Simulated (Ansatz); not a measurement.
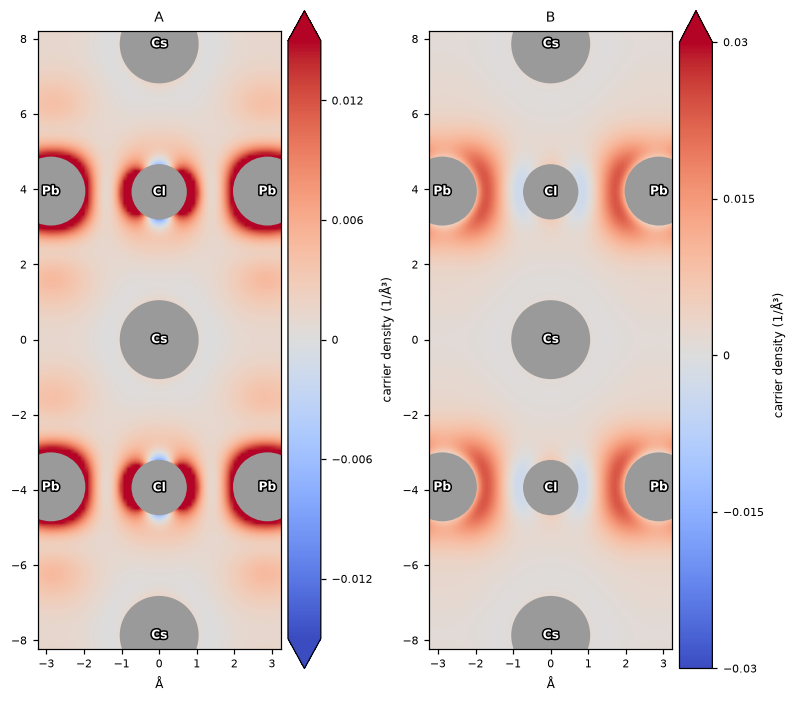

CsPbCl₃, doped once with holes and once with electrons (0.5 e in the calculation's cell of 10 atoms, uniform background, atoms fixed). Each panel shows the carrier's density (positive where it sits) on the (011̄) plane of the conventional cell; grey discs cover the cores. Cores are masked to 1.0 Å (Cs), 0.9 Å (Pb) and 0.7 Å (Cl).

Space group Amm2. The cell comes from a database of computed structures, not from a measurement.

The calculation used DFT PBE, scalar-relativistic, plane waves, PAW (Ansatz 0.2.0).

Question: Which panel shows the hole and which the electron?

Answer: A is the hole: outside the cores it is densest at the edge of the masked core of Cl; it divides as Cl about 70 %, Pb about 20 % and Cs about 10 %. B is the electron: outside the cores it is densest 1.2 Å from a lead nucleus and 1.9 Å from a chlorine one; it divides as Cl about 55 %, Pb about 35 % and Cs about 10 %. Shares are sums over atomic cells sized by the Bader volumes, which fill 25 % (Cs), 15 % (Pb) and 60 % (Cl) of the cell, so only an excess over these marks a preference; they are shares of the net change, screening included, and the band-edge orbitals themselves can be more concentrated.

Run times: 62 s (hole) and 61 s (electron), on 2 threads of Arm Neoverse V1, with other jobs on the host.
